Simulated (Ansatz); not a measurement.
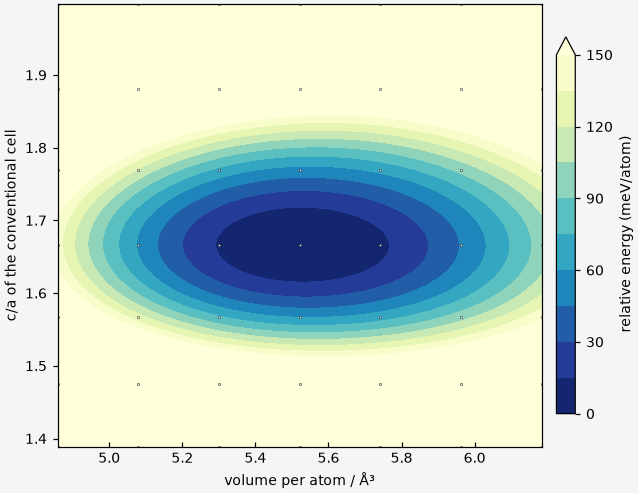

C (P6_3/mmc, No. 194; 4 atoms in the cell). 
- The energy is mapped over volume and the cell's shape.
- Coordinates scanned: (1) volume per atom; (2) c/a of the conventional cell.
- Relaxed at each point: the atoms inside the fixed cell.
- The grid has 7 × 7 points.
- Points are written as (first, second).
- Energies: meV/atom, counted from the lowest grid point.
- The band gap closes in part of the range.
- Method: DFT LDA, scalar-relativistic, plane waves, PAW in Ansatz 0.2.0. Settings: cutoff 520 eV, k-mesh 12×12×6 in the order of the run's cell vectors, gaussian smearing 0.05 eV, no spin polarisation.

Drawn: filled contours, dots at the grid points, one colour for all values above the top of the scale. Between grid points the surface is interpolated.

Question: Where is the minimum, and how stiff is the well along each coordinate?

Answer: The interpolated minimum is at volume per atom ≈ 5.521 Å³, c/a of the conventional cell ≈ 1.666. The curvatures there are about 2.1 eV/(Å³)² and 45 eV, with a cross term of about 0 eV/Å³ (per cell of 4 atoms). Round the minimum the two coordinates are nearly uncoupled.

PAW datasets: the set soft_1.
